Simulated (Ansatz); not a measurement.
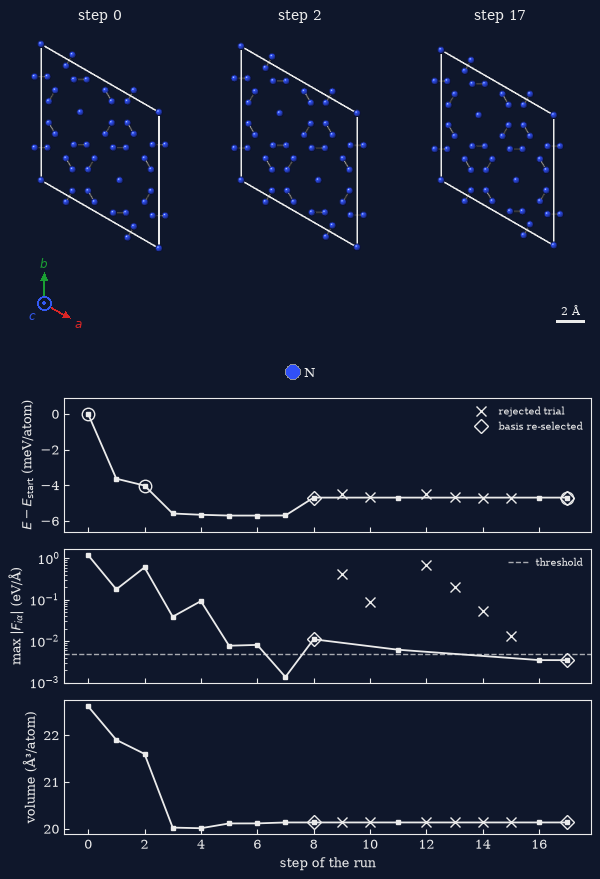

Frames of a relaxation of a crystal of N (built on the database structure type), marked on the history of the run. The picture is a ball-and-stick view of the conventional cell (3 times the calculation's cell), seen along the c axis. Lengths and directions refer to the drawn axes.

All numbers below come from DFT, r2SCAN+rVV10, plane waves, PAW (Ansatz 0.2.0). Settings: plane-wave cutoff 500 eV; k-point mesh 4 × 4 × 4; occupations fermi dirac; smearing width 0.02 eV; no spin polarisation; cell and atoms relaxed; force threshold 0.005 eV/Å.

### What happens along the run?

The largest moves relative to the cell, 0.018 Å, are those of N atoms. The drawn cell changes as follows: a = b 9.743 → 9.322 Å (−4.3 %), c 13.206 → 12.845 Å (−2.7 %); the volume changes by −11.0 %. Some distances before and after: N–N 1.102 → 1.094 Å. The space group stays R-3c (No. 167). Over 9 accepted moves (17 points after the start) the energy falls by 4.7 meV per atom. Largest force component: 1.2 eV/Å at the start, 0.0035 eV/Å at the end. The pressure goes from −1.79 to 0.01 GPa. The line search rejected the trial steps at points 9, 10, 12, 13, 14, 15 of the run. At 2 points the geometry stayed and the basis and grid were re-selected for the new cell (energy shift of 1.0 meV per atom at most each time). The run took 2.1 min on 1 × NVIDIA H100 80GB HBM3 with 2 threads of AMD EPYC 7R13 Processor (Zen 3) (shared host), peak memory 1.3 GiB. From step 0 to 2: N atoms move most (0.03 Å), volume −4.5 %, energy −4.0 meV per atom. From step 2 to 17: N atoms move most (0.04 Å), volume −6.8 %, energy −0.7 meV per atom.

| step | E − E(0), meV/atom | largest force component, eV/Å | pressure, GPa | volume, Å³/atom | note |
| --- | --- | --- | --- | --- | --- |
| 0 | 0.00 | 1.1971 | -1.79 | 22.618 |  |
| 1 | -3.63 | 0.1782 | -0.34 | 21.901 |  |
| 2 | -4.01 | 0.6036 | 0.08 | 21.603 |  |
| 3 | -5.58 | 0.0389 | 0.03 | 20.028 |  |
| 4 | -5.65 | 0.0926 | 0.15 | 20.014 |  |
| 5 | -5.69 | 0.0077 | 0.01 | 20.116 |  |
| 6 | -5.69 | 0.0081 | 0.01 | 20.117 |  |
| 7 | -5.69 | 0.0014 | 0.00 | 20.137 |  |
| 8 | -4.69 | 0.0111 | 0.02 | 20.137 | same geometry, new basis |
| 9 | -4.48 | 0.4198 | -0.50 | 20.137 | rejected |
| 10 | -4.68 | 0.0896 | -0.09 | 20.137 | rejected |
| 11 | -4.69 | 0.0062 | 0.00 | 20.137 |  |
| 12 | -4.48 | 0.6941 | 0.22 | 20.137 | rejected |
| 13 | -4.67 | 0.2053 | 0.09 | 20.137 | rejected |
| 14 | -4.69 | 0.0527 | 0.06 | 20.137 | rejected |
| 15 | -4.69 | 0.0132 | 0.02 | 20.137 | rejected |
| 16 | -4.69 | 0.0035 | 0.01 | 20.137 |  |
| 17 | -4.69 | 0.0035 | 0.01 | 20.137 | same geometry, new basis |
